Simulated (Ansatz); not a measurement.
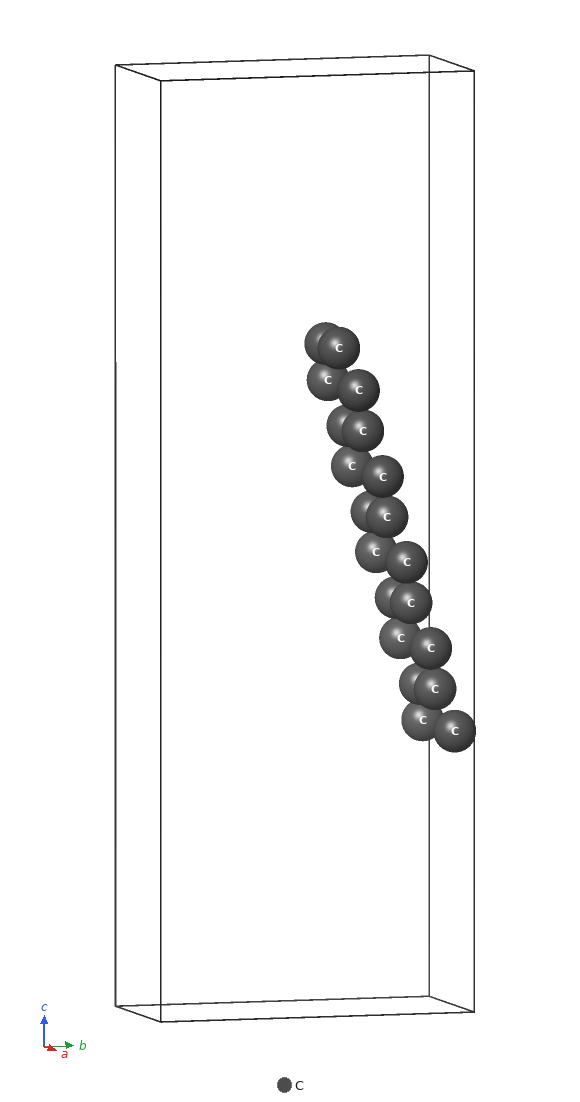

A spheres-only rendering, viewed slightly off an axis. Lines trace the edges of the simulation cell.

Give a description of the structure.

The element is carbon. The cell holds 20 atoms.

The structure was taken from a structure listed in the Materials Project, from which a slab was cut. The atoms were relaxed in a fixed cell with DFT PBEsol, scalar-relativistic, plane waves, PAW (Ansatz 0.2.0).
